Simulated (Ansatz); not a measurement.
# Two runs on Ti

System: Ti (I4/mmm, 1 atom in the cell).
Method of the first run: DFT r2SCAN, scalar-relativistic, plane waves, PAW, no spin polarisation (Ansatz 0.2.0).

The structure derives from an entry of the Crystallography Open Database. Text and figures count atoms from 1; the logs count them from 0 in places.

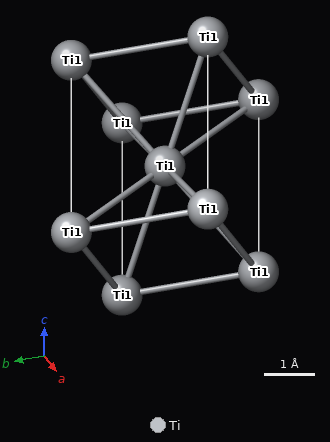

Figure 1. The structure as given in the input (ball-and-stick view of the cell 2 times as large as that of the calculation, set on its symmetry axes, seen at an oblique angle; atoms are numbered from 1 in the order of the input). An atom can appear more than once, as a periodic image. Near neighbours in the periodic cell (some may lie outside the picture): Ti has 12 Ti at 2.87 to 2.96 Å.

## Input, the first run
```yaml
crystal:
  lattice:
    - [0.0, 2.0909, 1.9691]
    - [2.0909, 0.0, 1.9691]
    - [2.0909, 2.0909, 0.0]
  atoms:
    - { symbol: Ti, position: [0.0, 0.0, 0.0] }
basis:
  ecutwfc: 500
kpoints:
  mp_grid: { grid: [20, 20, 20] }
hamiltonian:
  xc: r2scan
scf:
  occupations: { method: gaussian, width: 0.15 }
output:
  forces: true
  stress: true
  eigenvalues: true
```

Launched with:
```bash
ansatz run input.yaml --threads 1 --pin off --max-ram 2560MiB --backend cpu --events-out ev --progress --plain --runs-dir out
```

Hardware: 1 thread of Intel Xeon @ 2.50GHz (Skylake/Cascade Lake), 32 GiB of memory available, shared host.

## Output, shortened to warnings, some set-up lines, iterations and results (the first run)
```
Basis set: ecut = 500 eV, 443 PW (Γ), exchange–correlation on 96×96×96 points (64 copies of the dense FFT grid, shifted against one another)
Symmetry: 16 space group operations
k-points: 641 of 8000
Initial density: superposition of atomic densities (neutral atoms: chi_scale 0, normalization atom), corrected by the library's trained network
[...]
SCF iter   1: F=—  HF=-2504.283515 eV  |F-HF|=—  |Δ(HF+E_count)|=         —  Δρ=1.55e-2  dr2=3.82e-2  dr2_τ=8.15e-3  ethr=1.77e-3  ⟨swp⟩=4.5  Hψ=34139  notcnv=0
SCF iter   2: F=—  HF=-2504.302763 eV  |F-HF|=—  |Δ(HF+E_count)|=   1.92e-2  Δρ=4.96e-3  dr2=2.77e-3  dr2_τ=8.58e-4  ethr=3.18e-4  ⟨swp⟩=2.9  Hψ=17430  notcnv=0  defer=10
SCF iter   3: F=—  HF=-2504.302266 eV  |F-HF|=—  |Δ(HF+E_count)|=   4.97e-4  Δρ=1.79e-3  dr2=1.80e-4  dr2_τ=7.07e-5  ethr=2.31e-5  ⟨swp⟩=2.9  Hψ=10547  notcnv=0  defer=10
SCF iter   4: F=—  HF=-2504.302709 eV  |F-HF|=—  |Δ(HF+E_count)|=   4.43e-4  Δρ=1.74e-4  dr2=2.32e-6  dr2_τ=4.97e-7  ethr=1.50e-6  ⟨swp⟩=2.0  Hψ=10192  notcnv=0  defer=10
SCF iter   5: F=—  HF=-2504.302716 eV  |F-HF|=—  |Δ(HF+E_count)|=   7.54e-6  Δρ=3.42e-5  dr2=9.35e-8  dr2_τ=9.81e-9  ethr=1.94e-8  ⟨swp⟩=2.5  Hψ=9875  notcnv=0  defer=10
SCF iter   6: F=-2504.302717 eV  HF=-2504.302717 eV  |F-HF|=4.98e-9  |Δ(HF+E_count)|=   1.96e-7  Δρ=4.58e-6  dr2=1.59e-9  dr2_τ=3.72e-10  ethr=7.79e-10  ⟨swp⟩=2.1  Hψ=23208  …
SCF 1 converged in 6 iterations: F = -2504.302717 eV  dr2 = 1.59e-9
SCF converged after 6 iterations
Free energy (F): -2504.302717 eV
Harris-Foulkes:  -2504.302717 eV  (|F-HF|=4.98e-9)
Internal energy: -2504.284405 eV  (E = F + TS)
E sigma→0 (E₀):  -2504.293561 eV
Entropy (-TS):   -0.018311 eV (-18.311 meV/atom)
Fermi energy:    13.378186 eV
--- Per-component energies (eV) ---
  E_band       = -168.747139
  E_kinetic    = 272.689585
  E_local      = -804.638354  (includes V_loc(G=0)·N_el)
  E_nonlocal   = 7.352119
  E_hartree    = 329.813338
  E_xc         = -92.856777
  E_vxc        = -132.769238  (∫ρ·V_xc dr)
  E_paw        = -1056.760050  (= ΣΔE_a)
  E_vpaw       = -180.162616  (= ΣTr[D̂ρ^β])
  E_aug_tail   = 0.000086  (compensation charges beyond the density's cutoff)
  E_vtau       = 9.155680  (kinetic-family band-sum trace: ∫τ·v_τ [+ j·A + Jᵃ·Aᵃ] dr)
  E_ewald      = -1159.630895
  E_core_change = -0.253457  (= ΣΔE_core)
  E_smearing   = -0.018311  (= −TS)
  E_closure    = 0.000000  (closes the sum)
  Σ components = -2504.302717   (vs F -2504.302717, Δ=0.00e0)
--- Forces (eV/Å), atoms counted from 1 ---
  atom   1  Ti    -0.00000000    -0.00000000     0.00000000
  max |Σ_I F_I| component: 9.86e-32 eV/Å
--- Stress (GPa, compression-positive) ---
        0.266067       0.000000       0.000000
        0.000000       0.266067      -0.000000
        0.000000       0.000000       2.209851
  P = ⅓ Tr σ = 0.9140 GPa (9.140 kbar)
```

For the second run the input was changed thus:
```diff
-    - [0.0, 2.0909, 1.9691]
-    - [2.0909, 0.0, 1.9691]
+    - [0.0, 2.0909, 1.99955]
+    - [2.0909, 0.0, 1.99955]
```

How does the second run compare with the first run?

With the same functional and potentials, the second run lies 2.0 meV per atom lower. The pressure goes from 0.91 to −0.77 GPa. The volume per atom goes from 17.22 to 17.48 Å³. The number of SCF iterations is the same.

## Output, shortened to warnings, some set-up lines, iterations and results (the second run)
```
Basis set: ecut = 500 eV, 443 PW (Γ), exchange–correlation on 96×96×96 points (64 copies of the dense FFT grid, shifted against one another)
Symmetry: 16 space group operations
k-points: 641 of 8000
Initial density: superposition of atomic densities (neutral atoms: chi_scale 0, normalization atom), corrected by the library's trained network
[...]
SCF iter   1: F=—  HF=-2504.288041 eV  |F-HF|=—  |Δ(HF+E_count)|=         —  Δρ=1.58e-2  dr2=4.09e-2  dr2_τ=7.82e-3  ethr=1.77e-3  ⟨swp⟩=4.5  Hψ=34201  notcnv=0
SCF iter   2: F=—  HF=-2504.304926 eV  |F-HF|=—  |Δ(HF+E_count)|=   1.69e-2  Δρ=5.16e-3  dr2=3.14e-3  dr2_τ=9.30e-4  ethr=3.41e-4  ⟨swp⟩=2.9  Hψ=17441  notcnv=0  defer=10
SCF iter   3: F=—  HF=-2504.304273 eV  |F-HF|=—  |Δ(HF+E_count)|=   6.54e-4  Δρ=1.77e-3  dr2=1.77e-4  dr2_τ=7.25e-5  ethr=2.62e-5  ⟨swp⟩=2.9  Hψ=10579  notcnv=0  defer=10
SCF iter   4: F=—  HF=-2504.304711 eV  |F-HF|=—  |Δ(HF+E_count)|=   4.38e-4  Δρ=1.66e-4  dr2=2.19e-6  dr2_τ=4.85e-7  ethr=1.48e-6  ⟨swp⟩=2.0  Hψ=10204  notcnv=0  defer=10
SCF iter   5: F=—  HF=-2504.304717 eV  |F-HF|=—  |Δ(HF+E_count)|=   6.79e-6  Δρ=3.26e-5  dr2=8.83e-8  dr2_τ=9.38e-9  ethr=1.83e-8  ⟨swp⟩=2.4  Hψ=9724  notcnv=0  defer=10
SCF iter   6: F=-2504.304718 eV  HF=-2504.304718 eV  |F-HF|=4.96e-9  |Δ(HF+E_count)|=   1.75e-7  Δρ=4.59e-6  dr2=1.93e-9  dr2_τ=4.50e-10  ethr=7.36e-10  ⟨swp⟩=2.1  Hψ=23248  …
SCF 1 converged in 6 iterations: F = -2504.304718 eV  dr2 = 1.93e-9
SCF converged after 6 iterations
Free energy (F): -2504.304718 eV
Harris-Foulkes:  -2504.304718 eV  (|F-HF|=4.96e-9)
Internal energy: -2504.286452 eV  (E = F + TS)
E sigma→0 (E₀):  -2504.295585 eV
Entropy (-TS):   -0.018265 eV (-18.265 meV/atom)
Fermi energy:    13.137296 eV
--- Per-component energies (eV) ---
  E_band       = -171.876062
  E_kinetic    = 272.259162
  E_local      = -812.936708  (includes V_loc(G=0)·N_el)
  E_nonlocal   = 7.302506
  E_hartree    = 332.480557
  E_xc         = -92.726307
  E_vxc        = -132.573994  (∫ρ·V_xc dr)
  E_paw        = -1056.681807  (= ΣΔE_a)
  E_vpaw       = -180.031049  (= ΣTr[D̂ρ^β])
  E_aug_tail   = 0.000089  (compensation charges beyond the density's cutoff)
  E_vtau       = 9.144156  (kinetic-family band-sum trace: ∫τ·v_τ [+ j·A + Jᵃ·Aᵃ] dr)
  E_ewald      = -1153.730487
  E_core_change = -0.253457  (= ΣΔE_core)
  E_smearing   = -0.018265  (= −TS)
  E_closure    = 0.000000  (closes the sum)
  Σ components = -2504.304718   (vs F -2504.304718, Δ=0.00e0)
--- Forces (eV/Å), atoms counted from 1 ---
  atom   1  Ti    -0.00000000     0.00000000    -0.00000000
  max |Σ_I F_I| component: 2.47e-32 eV/Å
--- Stress (GPa, compression-positive) ---
       -1.266042       0.000000       0.000000
        0.000000      -1.266042       0.000000
        0.000000       0.000000       0.215724
  P = ⅓ Tr σ = -0.7721 GPa (-7.721 kbar)
```

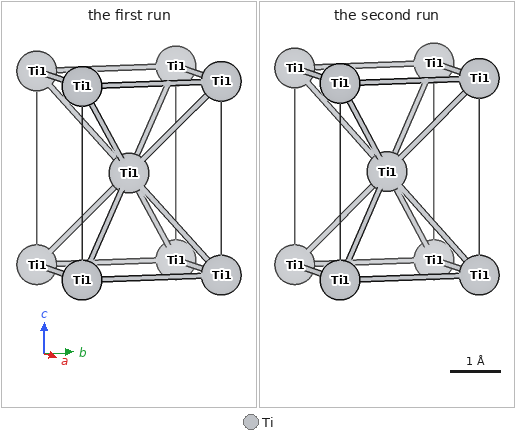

Figure 2. The two input geometries at one scale (ball-and-stick view of the cell 2 times as large as that of the calculation, set on its symmetry axes, seen slightly off an axis). No atom moves by more than 0.005 Å relative to the cell. The volume changes by +1.5 %, with a = b stay at 2.957 Å, c 3.938 → 3.999 Å (+1.5 %). Among the contacts that change: Ti1–Ti1 2.872 → 2.893 Å.

## The two runs side by side

```csv
quantity,the first run,the second run
outcome,converged,converged
free energy per atom (eV),−2504.3027,−2504.3047
"energy per atom, smearing taken to zero (eV)",−2504.2936,−2504.2956
gap on the mesh (eV),0.00,0.00
pressure (GPa),0.91,−0.77
volume per atom (Å³),17.22,17.48
largest force (eV/Å),0.000,0.000
SCF iterations,6,6
irreducible k-points,641,641
plane waves at Γ,443,443
wall time (shared host),17 s,14 s
```
